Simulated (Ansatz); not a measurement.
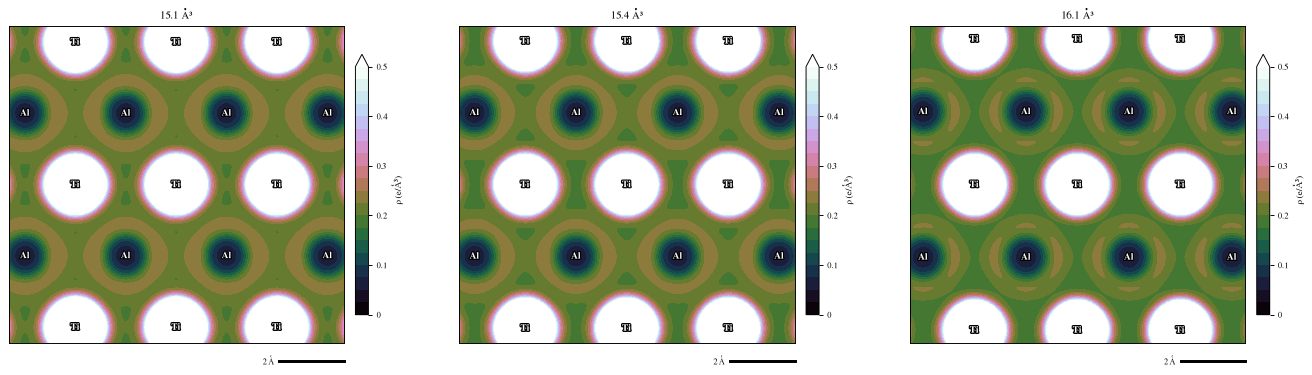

TiAl. The valence electron density of cells scaled evenly to different volumes (given per atom above each panel), on the (011̄) plane of each (indices in the axes of the cell below), at one length scale and on one colour scale.

A structure from a database of computed crystals, not necessarily the ambient phase.

Level of theory: Ansatz 0.2.0, Kohn-Sham DFT of a periodic cell, LDA, Ansatz PAW.

Core electrons are frozen (PAW), and the valence fields are smoothed inside the atomic spheres.

The largest cell:

```cif
data_structure
_symmetry_space_group_name_H-M 'P 1'
_symmetry_Int_Tables_number 1
_cell_length_a 3.2209
_cell_length_b 3.2209
_cell_length_c 3.2209
_cell_angle_alpha 90.000
_cell_angle_beta 90.000
_cell_angle_gamma 90.000
_cell_volume 33.41
loop_
_atom_site_label
_atom_site_type_symbol
_atom_site_fract_x
_atom_site_fract_y
_atom_site_fract_z
_atom_site_occupancy
Ti1 Ti 0.00000 0.00000 0.00000 1
Al1 Al 0.50000 0.50000 0.50000 1
```

| volume (Å³/atom) | Ti–Al contact in the plane (Å) | ρ at its midpoint (e/Å³) | pressure (GPa) | 
| --- | --- | --- | --- |
| 15.10 | 2.697 | 0.213 | 1.3 | 
| 15.42 | 2.716 | 0.208 | −1.3 | 
| 16.06 | 2.753 | 0.199 | −5.8 | 
| 16.39 | 2.771 | ? | ? | 
| 16.71 | 2.789 | 0.191 | −9.5 | 

Estimate the missing row, and compare with the calculation.

Over the known rows ln ρ falls by 1.18 per Å of Ti–Al distance (a least-squares line), which gives 0.195 e/Å³ at 2.771 Å; the calculation gives 0.195 e/Å³. For the pressure, a straight line in volume between the neighbouring rows gives −7.7 GPa; the calculation gives −7.7.
